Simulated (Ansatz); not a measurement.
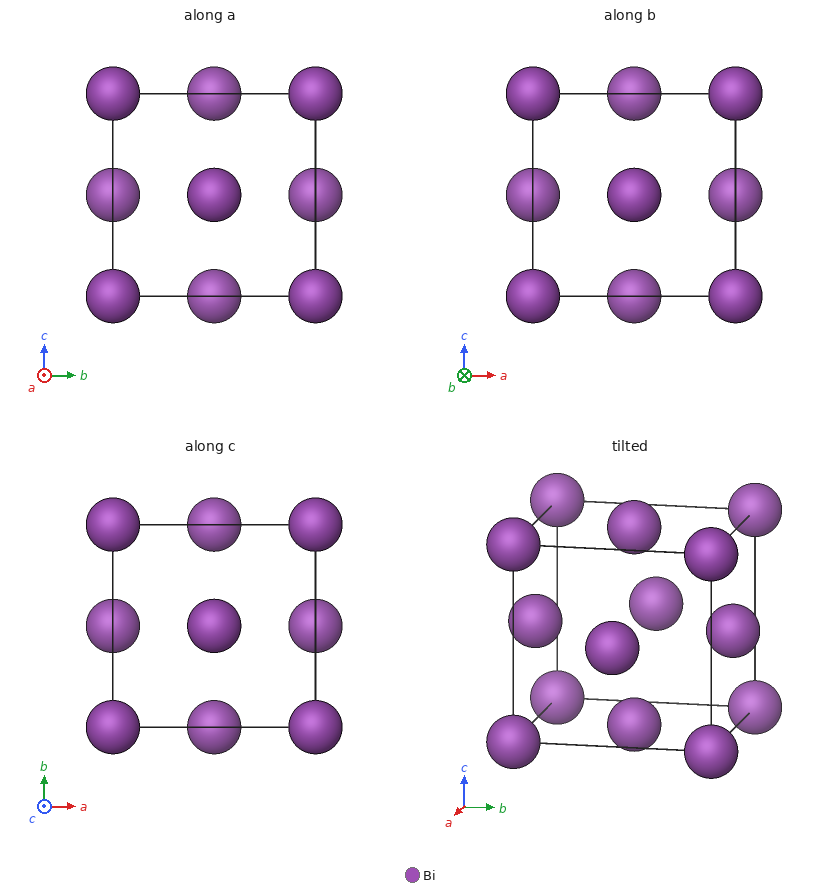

The figure gives a spheres-only picture of the atoms, viewed along the a axis, along the b axis, along the c axis and slightly off an axis. The conventional unit cell is outlined; an atom on or near a face, edge or corner is repeated at each equivalent position.

Lattice parameters: a = 5.0343 Å, b = 5.0343 Å, c = 5.0343 Å, α = 90.000°, β = 90.000°, γ = 90.000°.

> Express the structure as a CIF in P1 with every atom of the cell.

```cif
data_structure
_symmetry_space_group_name_H-M 'P 1'
_symmetry_Int_Tables_number 1
_cell_length_a 5.0343
_cell_length_b 5.0343
_cell_length_c 5.0343
_cell_angle_alpha 90.000
_cell_angle_beta 90.000
_cell_angle_gamma 90.000
_cell_volume 127.59
loop_
_atom_site_label
_atom_site_type_symbol
_atom_site_fract_x
_atom_site_fract_y
_atom_site_fract_z
_atom_site_occupancy
Bi1 Bi 0.0000 0.0000 0.0000 1
Bi2 Bi 0.0000 0.5000 0.5000 1
Bi3 Bi 0.5000 0.0000 0.5000 1
Bi4 Bi 0.5000 0.5000 0.0000 1
```

Starting structure: a structure type filled with this element by a generator (whether the element takes this form wasn't checked). Earlier steps of the study may have refined or changed the cell and positions. It went into a calculation with Ansatz.

At this level of theory the cell isn't at rest (stretched, at -4 GPa), so its distances can differ from those at equilibrium, the more so the softer the solid.
